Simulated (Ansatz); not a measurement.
```yaml
crystal:
  lattice:
    - [5.08032, 0.00000, 0.00000]
    - [0.00000, 5.16487, 0.00000]
    - [0.00000, 0.00000, 4.89088]
  atoms:
    - { symbol: Hf, position: [0.27741, 0.28180, 0.72793] }
    - { symbol: Hf, position: [0.77741, 0.21820, 0.27207] }
    - { symbol: Hf, position: [0.72259, 0.71820, 0.72793] }
    - { symbol: Hf, position: [0.22259, 0.78180, 0.27207] }
    - { symbol: O, position: [0.50000, 0.50000, 0.42438] }
    - { symbol: O, position: [0.00000, 0.00000, 0.57562] }
    - { symbol: O, position: [0.50000, 0.00000, 0.51095] }
    - { symbol: O, position: [0.00000, 0.50000, 0.48905] }
    - { symbol: O, position: [0.31318, 0.66365, 0.89547] }
    - { symbol: O, position: [0.81318, 0.83635, 0.10453] }
    - { symbol: O, position: [0.68682, 0.33635, 0.89547] }
    - { symbol: O, position: [0.18682, 0.16365, 0.10453] }
```

Space group P2_12_12; the calculation finds a residual pressure of about 10 GPa at this fixed cell. This isn't the usual form at ambient conditions. The cell comes from a database of computed structures, not from a measurement.

Method: Ansatz 0.2.0, DFT PBE, scalar-relativistic, plane waves, PAW.

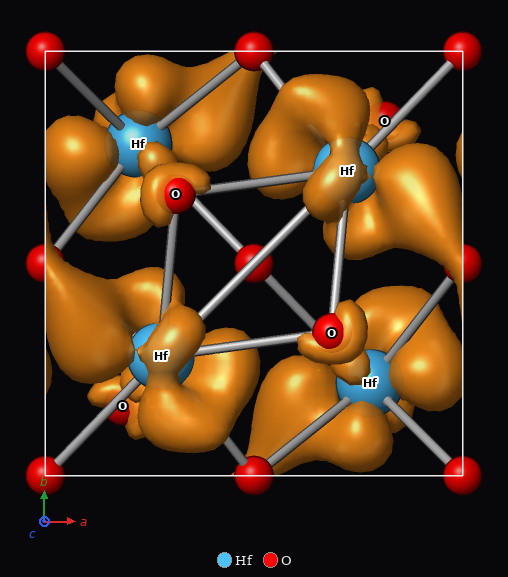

HfO2. Density of the Kohn–Sham states from +3.8 to +4.5 eV about the valence-band maximum (the bottom of the conduction band), scaled to one electron a cell: orange surface at 0.02 1/Å³, in the conventional cell seen along the c axis.

Core electrons are frozen (PAW), so the fields are smoothed inside the atomic spheres.

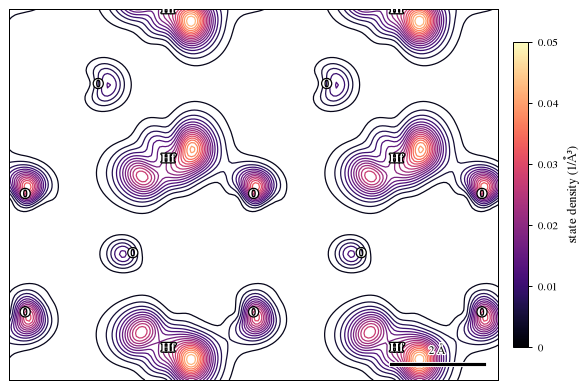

Second picture: a map on the (11̄0) plane of the conventional cell.

**Describe these states.**

Projected on a minimal set of atomic orbitals (Löwdin), they are Hf 5d (85 %).
- In space (atomic cells sized by Bader volumes) the density divides as Hf about 55 % and O about 45 %. The two measures disagree here: the projection uses a minimal set of atomic orbitals, while the spatial cells share out diffuse density by volume.
- It nearly vanishes midway along the shortest Hf–Hf contact.
